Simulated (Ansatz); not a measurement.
## CH4Si7: geometry relaxation (part 3 of 3)

Continued. System: CH4Si7 (slab, 24 atoms in the cell). Method: DFT PBE+D3(BJ), scalar-relativistic, plane waves, PAW, no spin polarisation (Ansatz 0.2.0); cutoff 420 eV, 4×8×1 k-mesh, Gaussian smearing of 0.05 eV. The structure derives from an entry of the Crystallography Open Database. The input holds or restrains some coordinates. Forces given for the steps count only the free coordinates.

Geometry of the input (Å; fractional positions):
```
7.6672  0.0000  0.0000
0.0000  3.8336  0.0000
0.0000  0.0000  28.3426
H  0.5000  0.6827  0.2999
H  0.5000  0.3173  0.2999
H  0.0000  0.3173  0.2999
H  0.0000  0.6827  0.2999
Si 0.5000  0.0000  0.3303
Si 0.0000  0.0000  0.3303
Si 0.7500  0.0000  0.3781
Si 0.2500  0.0000  0.3781
Si 0.7500  0.5000  0.4259
Si 0.2500  0.5000  0.4259
Si -0.0009  0.5000  0.4763
Si 0.5005  0.5000  0.4714
Si 0.0024  0.0000  0.5261
Si 0.4891  0.0000  0.5175
Si 0.2613  0.0000  0.5725
Si 0.7371  0.0000  0.5703
Si 0.3076  0.5000  0.6216
Si 0.5969  0.5000  0.5982
C  -0.0477  0.5000  0.6456
C  -0.1579  0.7847  0.6456
H  -0.0967  0.2429  0.6544
H  0.0890  0.5302  0.6544
H  -0.2946  0.7546  0.6544
H  -0.1089  1.0419  0.6544
```

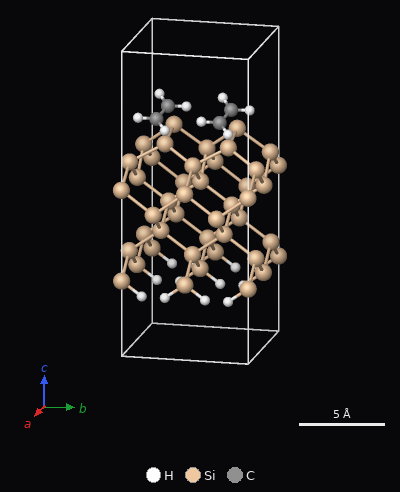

*The geometry at step 20 of the log (ball-and-stick view of the 1 × 2 repeat of the cell, with the vacuum cut short, seen slightly off an axis).*

Output, continued
```
  k-point 1: bands = ["-16.7910", "-11.9934", "-11.8155", "-11.1717", "-10.1082", "-9.8063", "-9.7778", "-9.2758", "-9.2108", "-8.6443", "-8.5392", "-7.8835", "-7.0289", "-6.5812", "-6.4565", "-5.9126", "-5.6588", "-5.0560", "-4.6655", "-4.0663", "-3.6089", "-3.4655", "-2.9235", "-2.8545", "-2.6294", "-2.5358", "-2.3754", "-2.1871", "-2.0821", "-1.9128", "-1.8159", "-1.6075", "-1.3432", "-1.1156", "-0.7877", "-0.4237", "0.7244", "0.9514", "1.4509", "1.7544", "2.1415", "2.2349", "2.2984", "2.5309", "2.6154", "2.7129", "2.9823", "3.0690", "3.1415", "3.3689", "3.4977", "3.6214", "3.7089", "3.8295", "3.9121", "4.0085", "4.1159", "4.2385", "4.4289", "4.6537"]
  k-point 2: bands = ["-16.6962", "-11.9273", "-11.4192", "-10.8043", "-9.8039", "-9.4185", "-9.3715", "-9.0996", "-8.8990", "-8.8019", "-8.3836", "-7.7710", "-7.1649", "-6.6070", "-6.4858", "-6.1253", "-5.9820", "-5.6260", "-4.8996", "-4.8266", "-4.5182", "-3.9017", "-3.6334", "-3.4978", "-3.4099", "-3.3009", "-2.9846", "-2.6001", "-2.3775", "-2.2909", "-2.1667", "-1.8949", "-1.5779", "-1.3144", "-0.8106", "-0.6097", "0.7361", "1.3319", "1.6749", "1.7412", "1.8304", "2.0374", "2.2112", "2.3793", "2.6498", "2.8455", "3.0063", "3.1719", "3.4597", "3.6328", "3.8775", "4.0607", "4.1319", "4.2406", "4.4515", "4.5486", "4.6382", "4.7127", "4.8788", "5.1245"]
  k-point 17: bands = ["-16.5508", "-11.8673", "-9.8425", "-9.5366", "-9.4804", "-9.3472", "-9.3423", "-9.3013", "-9.0941", "-8.9551", "-7.7130", "-6.9251", "-6.8008", "-6.7448", "-6.6096", "-6.6038", "-6.3782", "-6.2731", "-6.1858", "-6.1475", "-6.1166", "-4.8861", "-3.8477", "-3.5006", "-3.4024", "-3.3405", "-3.2428", "-2.9969", "-2.8317", "-2.7408", "-2.6871", "-2.5470", "-2.4142", "-2.2554", "-2.0989", "-0.8800", "0.7080", "1.2325", "1.3804", "1.5519", "1.9103", "1.9721", "2.0298", "2.1674", "2.6430", "3.0001", "3.2922", "3.5622", "3.7322", "3.9019", "3.9444", "4.2318", "4.7023", "4.9085", "4.9736", "5.4253", "5.4526", "5.4788", "5.6867", "5.7372"]
--- Relaxed structure (29 steps of the walk, 29 accepted, 0 SCFs on fresh bases) ---
  F+E_penalty+E_count = -9531.05237512 eV   max|allowed force component| = 8.086e-3 eV/Å
  atoms:
    - { symbol: H, position: [0.5, 0.6826517125, 0.2999018050000001] }
    - { symbol: H, position: [0.5, 0.31734828749999994, 0.2999018050000001] }
    - { symbol: H, position: [0.0, 0.31734828749999994, 0.2999018050000001] }
    - { symbol: H, position: [0.0, 0.6826517125, 0.2999018050000001] }
    - { symbol: Si, position: [0.5, 0.0, 0.3302563132] }
    - { symbol: Si, position: [0.0, 0.0, 0.3302563132] }
    - { symbol: Si, position: [0.75, 0.0, 0.3780776221] }
    - { symbol: Si, position: [0.25, 0.0, 0.3780776221] }
    - { symbol: Si, position: [0.75, 0.5, 0.425898931] }
    - { symbol: Si, position: [0.25, 0.5, 0.425898931] }
    - { symbol: Si, position: [0.00038321920187264053, 0.49889572333425763, 0.4763904944428789] }
    - { symbol: Si, position: [0.499745701963346, 0.5014733516249801, 0.47133955537622535] }
    - { symbol: Si, position: [0.006804052190944477, -0.0013823933339820044, 0.5262858482111573] }
    - { symbol: Si, position: [0.48968277287693857, 0.0018212462379431902, 0.5170303874442927] }
    - { symbol: Si, position: [0.2677709505717612, -0.007444633560676723, 0.5729791048481893] }
    - { symbol: Si, position: [0.7336891215176343, 0.0030852320796957893, 0.5670597173971416] }
    - { symbol: Si, position: [0.31048777102148206, 0.4905380937735575, 0.6231904632497433] }
    - { symbol: Si, position: [0.6219600749069354, 0.505727527797209, 0.6051673375020306] }
    - { symbol: C, position: [-0.15430352356286112, 0.4433906069497486, 0.6618840256606563] }
    - { symbol: C, position: [-0.30964397383719583, 0.5558201813000456, 0.6813083882804121] }
    - { symbol: H, position: [-0.11369706580478248, 0.1720605282882872, 0.663913040782806] }
    - { symbol: H, position: [-0.05694805165592064, 0.6206117507079727, 0.6472381565456583] }
    - { symbol: H, position: [-0.395881656408222, 0.3802684078800339, 0.7004878159204183] }
    - { symbol: H, position: [-0.33947730050086156, 0.8318044455817137, 0.6853763121438955] }
```

Trajectory as extended XYZ (Å, eV, eV/Å), 4 of the 29 frames kept, from step=1 to step=29
```
24
Lattice="7.6672 0.0000 0.0000 0.0000 3.8336 0.0000 0.0000 0.0000 28.3426" Properties=species:S:1:pos:R:3:forces:R:3 step=1 energy=-9526.92995
H     3.8336    2.6170    8.5000    0.0029   0.4611  -0.0809
H     3.8336    1.2166    8.5000    0.0029  -0.4617  -0.0809
H     0.0000    1.2166    8.5000   -0.0100  -0.4705  -0.0956
H     0.0000    2.6170    8.5000   -0.0029   0.4669  -0.0908
Si    3.8336    0.0000    9.3603   -0.0121   0.0028   0.2553
Si    0.0000    0.0000    9.3603    0.0173   0.0154   0.2023
Si    5.7504    0.0000   10.7157    0.1339  -0.0025  -0.0672
Si    1.9168    0.0000   10.7157   -0.1637  -0.0071  -0.0781
Si    5.7504    1.9168   12.0711    0.3884   0.0040   0.0083
Si    1.9168    1.9168   12.0711   -0.3714   0.0581   0.0071
Si   -0.0066    1.9168   13.4985    0.0493  -0.0299   0.0330
Si    3.8372    1.9168   13.3597   -0.0958  -0.0492   0.0796
Si    0.0183    0.0000   14.9111   -0.0777   0.0832  -0.0254
Si    3.7498    0.0000   14.6672    0.0650   0.2609   0.1627
Si    2.0031    0.0000   16.2274    0.0167  -0.0231  -0.0825
Si    5.6516    0.0000   16.1632    0.0889   0.1268  -0.8945
Si    2.3585    1.9168   17.6172    1.2693   0.0222  -0.2572
Si    4.5768    1.9168   16.9554   -0.2816  -0.3447  -1.2633
C    -0.3660    1.9168   18.2972   -1.2493   2.7615   1.1050
C    -1.2103    3.0084   18.2972    0.7394  -3.5740   0.5564
H    -0.7414    0.9311   18.5472    0.7995   6.2432  -0.1964
H     0.6824    2.0324   18.5472   -0.0032   0.2925   0.1422
H    -2.2587    2.8928   18.5472   -0.5733  -0.1339   0.8153
H    -0.8349    3.9941   18.5472   -0.7317  -5.7021  -0.1558
24
Lattice="7.6672 0.0000 0.0000 0.0000 3.8336 0.0000 0.0000 0.0000 28.3426" Properties=species:S:1:pos:R:3:forces:R:3 step=10 energy=-9530.84253
H     3.8336    2.6170    8.5000    0.0058   0.4616  -0.0795
H     3.8336    1.2166    8.5000    0.0067  -0.4615  -0.0795
H     0.0000    1.2166    8.5000   -0.0010  -0.4715  -0.0953
H     0.0000    2.6170    8.5000    0.0020   0.4688  -0.0912
Si    3.8336    0.0000    9.3603   -0.0200   0.0002   0.2584
Si    0.0000    0.0000    9.3603    0.0054   0.0127   0.2018
Si    5.7504    0.0000   10.7157    0.1894  -0.0011  -0.0765
Si    1.9168    0.0000   10.7157   -0.1457  -0.0054  -0.0939
Si    5.7504    1.9168   12.0711    0.4604  -0.0003  -0.0425
Si    1.9168    1.9168   12.0711   -0.3091   0.0275  -0.1810
Si    0.0155    1.9165   13.4849   -0.0236   0.0004  -0.0065
Si    3.8360    1.9354   13.3452    0.0328  -0.0008   0.0257
Si    0.1015   -0.0006   14.8832    0.0274   0.0057  -0.0175
Si    3.7900    0.0213   14.6403   -0.0333   0.0071  -0.0606
Si    2.0765   -0.0077   16.2163    0.0624  -0.0031   0.0272
Si    5.7204    0.0196   16.0430   -0.0056   0.0080   0.0498
Si    2.5141    1.9059   17.5779   -0.0130   0.0092   0.0239
Si    4.7553    1.9379   16.9403   -0.0329  -0.0048  -0.0187
C    -0.4809    2.1642   19.3041    0.0002   0.1534  -0.1849
C    -1.7322    2.6357   19.4027   -0.0997  -0.1074   0.0793
H    -0.2327    1.1220   19.4878    0.0274  -0.0433   0.1108
H     0.3603    2.7896   18.9757   -0.1751  -0.0847   0.1124
H    -2.5752    2.0206   19.7335    0.1143   0.0648   0.0798
H    -1.9538    3.6828   19.2011   -0.0738  -0.0345   0.0567
24
Lattice="7.6672 0.0000 0.0000 0.0000 3.8336 0.0000 0.0000 0.0000 28.3426" Properties=species:S:1:pos:R:3:forces:R:3 step=20 energy=-9531.04007
H     3.8336    2.6170    8.5000    0.0004   0.4625  -0.0808
H     3.8336    1.2166    8.5000    0.0015  -0.4618  -0.0801
H     0.0000    1.2166    8.5000   -0.0023  -0.4704  -0.0933
H     0.0000    2.6170    8.5000   -0.0005   0.4691  -0.0911
Si    3.8336    0.0000    9.3603   -0.0041  -0.0026   0.2555
Si    0.0000    0.0000    9.3603    0.0068   0.0057   0.2028
Si    5.7504    0.0000   10.7157    0.1488   0.0010  -0.0653
Si    1.9168    0.0000   10.7157   -0.1635  -0.0031  -0.0779
Si    5.7504    1.9168   12.0711    0.3754  -0.0081   0.0328
Si    1.9168    1.9168   12.0711   -0.3653   0.0100  -0.0043
Si   -0.0012    1.9132   13.4983   -0.0001  -0.0012  -0.0005
Si    3.8336    1.9247   13.3613   -0.0024  -0.0040   0.0003
Si    0.0417   -0.0049   14.9092    0.0010   0.0004   0.0045
Si    3.7444    0.0088   14.6624    0.0054  -0.0011   0.0054
Si    2.0246   -0.0148   16.2375    0.0020   0.0022   0.0022
Si    5.6380   -0.0055   16.0986   -0.0058   0.0007  -0.0033
Si    2.3635    1.8982   17.6537    0.0023  -0.0009  -0.0019
Si    4.6774    1.9124   17.0694    0.0021   0.0047   0.0008
C    -1.1715    1.8250   19.0615   -0.0136  -0.0030   0.0125
C    -2.3585    2.2368   19.5667    0.0032   0.0227  -0.0244
H    -0.8325    0.7948   19.1581    0.0016   0.0173  -0.0053
H    -0.4704    2.5026   18.5719    0.0016  -0.0117  -0.0022
H    -3.0351    1.5637   20.0918    0.0024   0.0030   0.0051
H    -2.6746    3.2790   19.5212    0.0031  -0.0318   0.0083
24
Lattice="7.6672 0.0000 0.0000 0.0000 3.8336 0.0000 0.0000 0.0000 28.3426" Properties=species:S:1:pos:R:3:forces:R:3 step=29 energy=-9531.05237
H     3.8336    2.6170    8.5000    0.0011   0.4618  -0.0802
H     3.8336    1.2166    8.5000    0.0040  -0.4613  -0.0800
H     0.0000    1.2166    8.5000   -0.0036  -0.4703  -0.0936
H     0.0000    2.6170    8.5000   -0.0003   0.4689  -0.0909
Si    3.8336    0.0000    9.3603   -0.0087  -0.0019   0.2573
Si    0.0000    0.0000    9.3603    0.0076   0.0054   0.2005
Si    5.7504    0.0000   10.7157    0.1649   0.0037  -0.0654
Si    1.9168    0.0000   10.7157   -0.1701  -0.0065  -0.0752
Si    5.7504    1.9168   12.0711    0.3853  -0.0176   0.0525
Si    1.9168    1.9168   12.0711   -0.3844   0.0206  -0.0259
Si    0.0029    1.9126   13.5022    0.0019   0.0000   0.0000
Si    3.8316    1.9224   13.3590    0.0008  -0.0003  -0.0010
Si    0.0522   -0.0053   14.9163   -0.0025  -0.0004   0.0004
Si    3.7545    0.0070   14.6540   -0.0013  -0.0007  -0.0017
Si    2.0531   -0.0285   16.2397   -0.0011   0.0007   0.0027
Si    5.6253    0.0118   16.0720    0.0034  -0.0020  -0.0002
Si    2.3806    1.8805   17.6628   -0.0042  -0.0015   0.0008
Si    4.7687    1.9388   17.1520    0.0033   0.0036   0.0003
C    -1.1831    1.6998   18.7595    0.0017   0.0046   0.0006
C    -2.3741    2.1308   19.3101   -0.0036   0.0061   0.0019
H    -0.8717    0.6596   18.8170   -0.0022  -0.0008   0.0002
H    -0.4366    2.3792   18.3444   -0.0043  -0.0013   0.0005
H    -3.0353    1.4578   19.8537    0.0041  -0.0028  -0.0012
H    -2.6028    3.1888   19.4254    0.0081  -0.0080  -0.0023
```

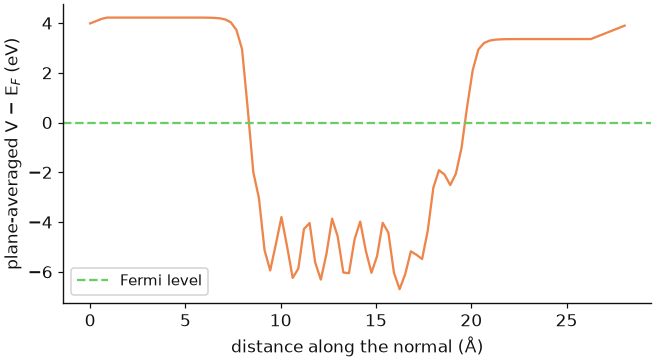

*Plane average of the electrostatic potential energy of an electron across the cell, from the Fermi level.*

The vacuum level lies 3.35 eV above the Fermi level on the upper side and 4.22 eV on the lower.

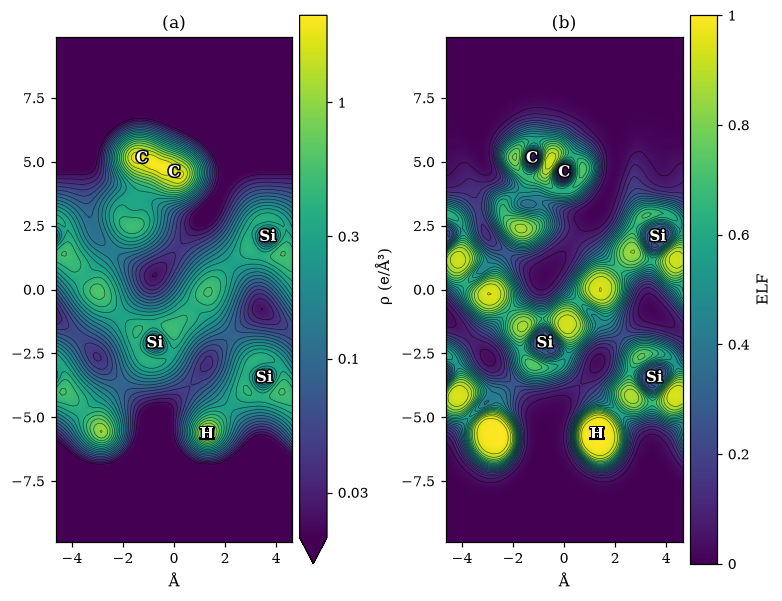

*(a) valence electron density; (b) ELF on the (110) plane of the calculation cell, a cut from vacuum to vacuum.*

The section cuts through H, Si and C sites. The density dies away to nearly zero in the vacuum. In a PAW calculation such maps are meaningful between the atoms, not at the nuclei.

Results in brief

- outcome: converged under the restraints of the input
- electrons treated: 72
- free energy: −9531.0524 eV
- work function, top face: 3.35 eV
- work function, bottom face: 4.22 eV
- Fermi energy: 0.088 eV
- gap on the k-point mesh: 0.79 eV
- final volume: 833.07 Å³
- work function (upper face): 3.35 eV
- largest force (length of the vector) at the end, held atoms and coordinates included: 0.480 eV/Å
- wall time: 18 min (CPU time 71 min)
- peak memory: 1.8 GiB

Remarks

Notes on the run: the exchange-correlation potential is rough where the density is thin.
